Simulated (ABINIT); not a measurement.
## Ge: single-point calculation

The run: single-point calculation of Ge (P-3m1, 2 atoms in the cell). Method and program: Kohn-Sham DFT of a periodic cell, PBE, PseudoDojo NC SR PBE v0.5 standard, no spin polarisation (ABINIT 10.8.3).

The structure was built on a prototype by a generator; it need not be a known phase.

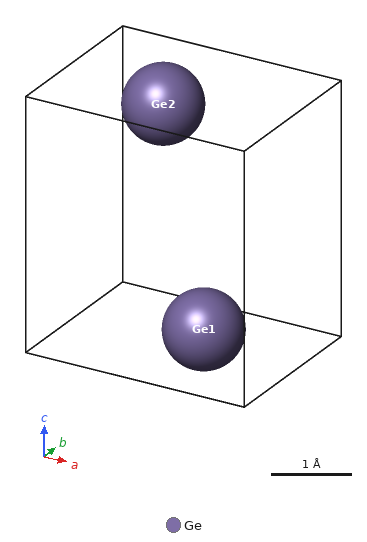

Figure 1. The structure (ball-and-stick view of the cell of the calculation, seen slightly off an axis; atoms are numbered from 1 in the order of the input). An atom can appear more than once, as a periodic image.

**Input**
```
# Pseudopotentials
pp_dirpath "./"
pseudos "Ge.upf"

# Structure
acell 3*1.0 Angstrom
rprim
     4.0904100000     0.0000000000     0.0000000000
    -2.0452000000     3.5424000000     0.0000000000
     0.0000000000     0.0000000000     3.3265800000
ntypat 1
znucl 32
natom 2
typat 1 1
xcart
     2.0452271187     1.1807881920     0.4685820588
    -0.0000171187     2.3616118080     2.8579979412 Angstrom

# Plane-wave basis
ecut 39.0

# k points
kptopt 1
ngkpt 8 8 8
nshiftk 1
shiftk 0.0 0.0 0.0

# Exchange and correlation
ixc 11

# Bands and occupations
nband 18
occopt 3
tsmear 0.05 eV

# SCF cycle
nstep 100
tolvrs 1.0e-10

# Output
iomode 3
prtwf 0
prtden 0
prteig 0
prtebands 0
```

Launched with:
```bash
abinit run.abi > log 2>&1
```

**Log**
```
.Version 10.8.3 of ABINIT
 Symmetries : space group C2/m (# 12); Bravais mC (1-face-center monocl.)
================================================================================
 Values of the parameters that define the memory need of the present run
     intxc =       0    ionmov =       0      iscf =       7    lmnmax =       6
     lnmax =       6     mgfft =      45  mpssoang =       3    mqgrid =    3001
     natom =       2  nloc_mem =       1    nspden =       1   nspinor =       1
    nsppol =       1      nsym =       4    n1xccc =    2501    ntypat =       1
    occopt =       3   xclevel =       2
       mpw =        3799          nfft =       72900          nkpt =         150
================================================================================
================================================================================

--------------------------------------------------------------------------------
------------- Echo of variables that govern the present computation ------------
--------------------------------------------------------------------------------
 -outvars: echo values of preprocessed input variables --------
            acell      7.7297531218E+00  7.7297531218E+00  6.2863251359E+00 Bohr
              amu      7.26100000E+01
             ecut      3.90000000E+01 Hartree
                       outvar_i_n : Printing only first  50 k-points.
              ixc          11
                       outvar_i_n : Printing only first  50 k-points.
         kptrlatt        8    0    0      0    8    0      0    0    8
          kptrlen      5.02906011E+01
            natom           2
            nband          18
            ngfft          45      45      36
             nkpt         150
            nstep         100
             nsym           4
           ntypat           1
                       prtocc : prtvol=0, do not print more k-points.
           occopt           3
           prtden           0
        prtebands           0
           prteig           0
            prtwf           0
            rprim      1.0000000000E+00  1.1359773305E-07  0.0000000000E+00
                      -4.9999907276E-01  8.6602593912E-01  0.0000000000E+00
                       0.0000000000E+00  0.0000000000E+00  1.0000000000E+00
          spgroup          12
           tolvrs      1.00000000E-10
           tsmear      1.83746611E-03 Hartree
            typat      1  1
                       outvars : Printing only first  50 k-points.
           xangst      2.0452263139E+00  1.1807886567E+00  4.6858205880E-01
                      -1.7923515515E-05  2.3616122727E+00  2.8579979412E+00
            xcart      3.8649175987E+00  2.2313671737E+00  8.8549175865E-01
                      -3.3870535537E-05  4.4628004109E+00  5.4008333773E+00
             xred      6.6667000000E-01  3.3333000000E-01  1.4086000000E-01
                       3.3333000000E-01  6.6667000000E-01  8.5914000000E-01
            znucl       32.00000

================================================================================

 chkinp: Checking input parameters for consistency.

================================================================================
== DATASET  1 ==================================================================

--- !DatasetInfo
iteration_state: {dtset: 1, }
dimensions: {natom: 2, nkpt: 150, mband: 18, nsppol: 1, nspinor: 1, nspden: 1, mpw: 3799, }
cutoff_energies: {ecut:  39.0, pawecutdg:  -1.0, }
electrons: {nelect:   2.80000000E+01, charge:   0.00000000E+00, occopt:   3.00000000E+00, tsmear:   1.83746611E-03, }
meta: {optdriver: 0, ionmov: 0, optcell: 0, iscf: 7, paral_kgb: 0, }
...

 Exchange-correlation functional for the present dataset will be:
  GGA: Perdew-Burke-Ernzerhof functional - ixc=11
  J.P.Perdew, K.Burke, M.Ernzerhof, PRL 77, 3865 (1996)

 Real(R)+Recip(G) space primitive vectors, cartesian coordinates (Bohr,Bohr^-1):
 R(1)=  7.7297531  0.0000009  0.0000000  G(1)=  0.1293702  0.0746918  0.0000000
 R(2)= -3.8648694  6.6941667  0.0000000  G(2)= -0.0000000  0.1493838  0.0000000
 R(3)=  0.0000000  0.0000000  6.2863251  G(3)=  0.0000000  0.0000000  0.1590755
 Unit cell volume ucvol=  3.2528124E+02 bohr^3
 Angles (23,13,12)=  9.00000000E+01  9.00000000E+01  1.19999932E+02 degrees

 getcut: wavevector=  0.0000  0.0000  0.0000  ngfft=  45  45  36
         ecut(hartree)=     39.000   => boxcut(ratio)=   2.02483

--- Pseudopotential description ------------------------------------------------
- pspini: atom type   1  psp file is ./Ge.upf
12 -101130 2 -1 1560                          pspcod,pspxc,lmax,lloc,mmax
     nproj     2     2     2

   1.73103769E+03                                ecore*ucvol(ha*bohr**3)
--------------------------------------------------------------------------------

================================================================================

--- !BeginCycle
iteration_state: {dtset: 1, }
solver: {iscf: 7, nstep: 100, nline: 4, wfoptalg: 0, }
tolerances: {tolvrs: 1.00E-10, }
...

     iter   Etot(hartree)      deltaE(h)  residm     vres2
 ETOT  1  -176.63075597301    -1.766E+02 9.228E-01 1.442E+02
 ETOT  2  -178.58324452994    -1.952E+00 1.140E-01 1.845E+02
 ETOT  3  -178.61363341634    -3.039E-02 1.304E-02 3.711E+01
 ETOT  4  -178.61817114692    -4.538E-03 2.747E-03 1.186E+01
 ETOT  5  -178.62028138410    -2.110E-03 8.890E-04 1.006E-02
 ETOT  6  -178.62028299523    -1.611E-06 1.138E-04 1.591E-03
 ETOT  7  -178.62028324315    -2.479E-07 7.332E-05 4.146E-05
 ETOT  8  -178.62028322399     1.916E-08 1.904E-05 1.462E-04
 ETOT  9  -178.62028324892    -2.493E-08 1.869E-05 1.135E-06
 ETOT 10  -178.62028324914    -2.156E-10 7.488E-06 4.693E-10
 ETOT 11  -178.62028324914     2.018E-12 8.415E-06 2.410E-11

 At SCF step   11       vres2   =  2.41E-11 < tolvrs=  1.00E-10 =>converged.

 Cartesian components of stress tensor (hartree/bohr^3)
  sigma(1 1)=  7.22265871E-06  sigma(3 2)= -1.74989327E-08
  sigma(2 2)=  7.19603942E-06  sigma(3 1)=  3.03090071E-08
  sigma(3 3)=  1.42646365E-04  sigma(2 1)= -2.30530282E-08

--- !ResultsGS
iteration_state: {dtset: 1, }
comment   : Summary of ground state results
lattice_vectors:
- [  7.7297531,   0.0000009,   0.0000000, ]
- [ -3.8648694,   6.6941667,   0.0000000, ]
- [  0.0000000,   0.0000000,   6.2863251, ]
lattice_lengths: [   7.72975,    7.72975,    6.28633, ]
lattice_angles: [ 90.000,  90.000, 120.000, ] # degrees, (23, 13, 12)
lattice_volume:   3.2528124E+02
convergence: {deltae:  2.018E-12, res2:  2.410E-11, residm:  8.415E-06, diffor: null, }
etotal    :  -1.78620283E+02
entropy   :   0.00000000E+00
fermie    :   1.22706817E-01
cartesian_stress_tensor: # hartree/bohr^3
- [  7.22265871E-06,  -2.30530282E-08,   3.03090071E-08, ]
- [ -2.30530282E-08,   7.19603942E-06,  -1.74989327E-08, ]
- [  3.03090071E-08,  -1.74989327E-08,   1.42646365E-04, ]
pressure_GPa:  -1.5403E+00
xred      :
- [  6.6667E-01,   3.3333E-01,   1.4086E-01, Ge]
- [  3.3333E-01,   6.6667E-01,   8.5914E-01, Ge]
cartesian_forces: # hartree/bohr
- [ -5.42014953E-06,   3.12932825E-06,   2.28874907E-04, ]
- [  5.42014953E-06,  -3.12932825E-06,  -2.28874907E-04, ]
force_length_stats: {min:   2.28960463E-04, max:   2.28960463E-04, mean:   2.28960463E-04, }
...

 Integrated electronic density in atomic spheres:
 ------------------------------------------------
 Atom  Sphere_radius  Integrated_density
    1        2.00000         11.48294104
    2        2.00000         11.48294104
================================================================================

 ----iterations are completed or convergence reached----

 Mean square residual over all n,k,spin=   72.108E-10; max=  84.150E-07
 reduced coordinates (array xred) for    2 atoms
       0.666670000000      0.333330000000      0.140860000000
       0.333330000000      0.666670000000      0.859140000000
 rms dE/dt=  8.3139E-04; max dE/dt=  1.4388E-03; dE/dt below (all hartree)
    1       0.000041896415     -0.000041896415     -0.001438782081
    2      -0.000041896415      0.000041896415      0.001438782081

 cartesian coordinates (angstrom) at end:
    1      2.04522631388448     1.18078865666121     0.46858205880000
    2     -0.00001792351552     2.36161227266121     2.85799794120000

 cartesian forces (hartree/bohr) at end:
    1     -0.00000542014953     0.00000312932825     0.00022887490704
    2      0.00000542014953    -0.00000312932825    -0.00022887490704
 frms,max,avg= 1.3219039E-04 2.2887491E-04   0.000E+00  0.000E+00  0.000E+00 h/b

 cartesian forces (eV/Angstrom) at end:
    1     -0.00027871529511     0.00016091652849     0.01176922092137
    2      0.00027871529511    -0.00016091652849    -0.01176922092137
 frms,max,avg= 6.7975029E-03 1.1769221E-02   0.000E+00  0.000E+00  0.000E+00 e/A
 length scales=  7.729753121794  7.729753121794  6.286325135922 bohr
              =  4.090409195185  4.090409195185  3.326580000000 angstroms
 Fermi (or HOMO) energy (hartree) =   0.12271   Average Vxc (hartree)=  -0.36489
 Eigenvalues (hartree) for nkpt= 150  k points:
 kpt#   1, nband= 18, wtk=  0.00195, kpt=  0.0000  0.0000  0.0000 (reduced coord)
  -0.78259   -0.78258   -0.78064   -0.78013   -0.78013   -0.77988   -0.77593   -0.77593
  -0.77447   -0.77447   -0.31510    0.02857    0.08442    0.08443    0.21008    0.23242
   0.23243    0.24271
      occupation numbers for kpt#   1
   2.00000    2.00000    2.00000    2.00000    2.00000    2.00000    2.00000    2.00000
   2.00000    2.00000    2.00000    2.00000    2.00000    2.00000    0.00000    0.00000
   0.00000    0.00000
 prteigrs : prtvol=0 or 1, do not print more k-points.

--- !EnergyTerms
iteration_state     : {dtset: 1, }
comment             : Components of total free energy in Hartree
kinetic             :  1.34004795678523E+02
hartree             :  5.46102014824284E+01
xc                  : -4.35853575657799E+01
Ewald energy        : -9.87045998187481E+01
psp_core            :  5.32166471728712E+00
local_psp           : -1.35980609748653E+02
non_local_psp       : -9.42860637582789E+01
internal            : -1.78619969013222E+02
'-kT*entropy'       : -3.14235915794876E-04
total_energy        : -1.78620283249138E+02
total_energy_eV     : -4.86050551885882E+03
band_energy         : -1.60724430395866E+01
...

 Cartesian components of stress tensor (hartree/bohr^3)
  sigma(1 1)=  7.22265871E-06  sigma(3 2)= -1.74989327E-08
  sigma(2 2)=  7.19603942E-06  sigma(3 1)=  3.03090071E-08
  sigma(3 3)=  1.42646365E-04  sigma(2 1)= -2.30530282E-08

-Cartesian components of stress tensor (GPa)         [Pressure= -1.5403E+00 GPa]
- sigma(1 1)=  2.12497956E-01  sigma(3 2)= -5.14836376E-04
- sigma(2 2)=  2.11714789E-01  sigma(3 1)=  8.91721775E-04
- sigma(3 3)=  4.19680095E+00  sigma(2 1)= -6.78243506E-04

== END DATASET(S) ==============================================================
================================================================================

 -outvars: echo values of variables after computation  --------
            acell      7.7297531218E+00  7.7297531218E+00  6.2863251359E+00 Bohr
           etotal     -1.7862028325E+02
            fcart     -5.4201495311E-06  3.1293282492E-06  2.2887490704E-04
                       5.4201495311E-06 -3.1293282492E-06 -2.2887490704E-04
            rprim      1.0000000000E+00  1.1359773305E-07  0.0000000000E+00
                      -4.9999907276E-01  8.6602593912E-01  0.0000000000E+00
                       0.0000000000E+00  0.0000000000E+00  1.0000000000E+00
           strten      7.2226587074E-06  7.1960394222E-06  1.4264636483E-04
                      -1.7498932747E-08  3.0309007101E-08 -2.3053028187E-08
           xangst      2.0452263139E+00  1.1807886567E+00  4.6858205880E-01
                      -1.7923515515E-05  2.3616122727E+00  2.8579979412E+00
             xred      6.6667000000E-01  3.3333000000E-01  1.4086000000E-01
                       3.3333000000E-01  6.6667000000E-01  8.5914000000E-01
 Calculation completed.
```

**Results in brief**

| quantity | value |
| --- | --- |
| outcome | converged |
| space group (tolerance 0.01 Å) | P-3m1 (164) |
| electrons treated | 28 |
| free energy | −4860.5055 eV |
| Fermi energy | 3.339 eV |
| gap on the k-point mesh | none (metallic) |
| pressure | −1.54 GPa |
| largest force (length of the vector) | 0.012 eV/Å |
| hardware | 1 thread of AMD EPYC (Zen 5), 16 GiB of memory available, shared host |
| wall time | 2.4 min |
| peak memory | 0.23 GiB |
